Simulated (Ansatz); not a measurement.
System: rocksalt PbSe, space group Fm-3m (No. 225), 2 atoms in the primitive cell, relaxed with r2SCAN+rVV10; cubic a = 6.139 Å. Starting point: PBE, Ansatz PAW set, no spin polarisation, no spin-orbit coupling, 6×6×6 k mesh, 420 eV cutoff, fixed occupations (Ansatz 0.2.0). Many-body step: G0W0 with empty bands 172, screening cutoff 120 eV and frequency treatment contour deformation.

In PBE the smallest gap over these k points is 0.32 eV, with direct gaps of 0.32 eV at L, 1.83 eV at (0.00, 0.17, −0.33) and 6.92 eV at X.

> What does G0W0 give?

Over the k points that were corrected, the smallest gap goes from 0.32 eV in PBE (direct at L) to 0.50 eV in G0W0 (direct at L), a change of +0.18 eV. Counted from the valence top, the lowest empty level moves by +0.18 eV at L, +0.22 eV at (0.00, 0.17, −0.33) and +0.04 eV at X; over the 6 points that were corrected the shifts run from +0.04 to +0.27 eV: a spread of 0.23 eV on a mean of 0.20 eV, so one scissor shift doesn't describe this level. Only two empty levels a point were corrected, so a higher one could drop under them. The top filled level also moves against the valence top, by −0.10 eV at X. Down to 3.5 eV under the top, the filled levels keep their spacing within a few percent.

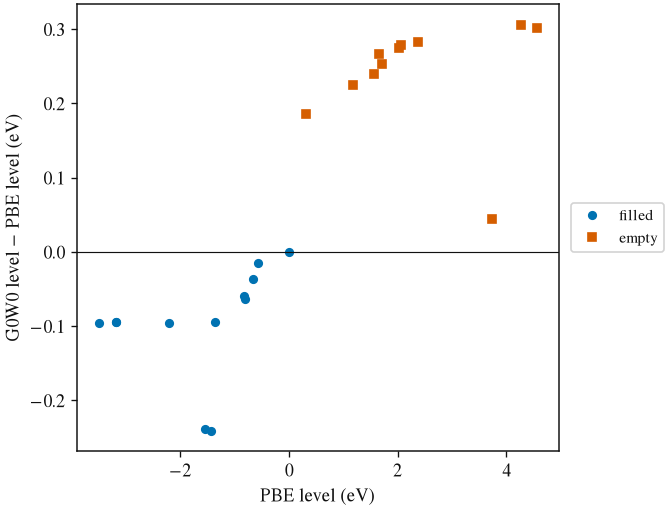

Change of each level from PBE to G0W0 against its PBE energy, both sets counted from their own valence top.

| k point | PBE direct gap (eV) | G0W0 direct gap (eV) |
| --- | --- | --- |
| L | 0.32 | 0.50 |
| (0.00, 0.17, −0.33) | 1.83 | 2.09 |
| X | 6.92 | 7.05 |

The GW screening of so narrow a gap isn't settled on this k mesh. Spin-orbit coupling is left out, which matters for Pb and Se. Bands, cutoffs and mesh are finite, so these values aren't at the basis limit.
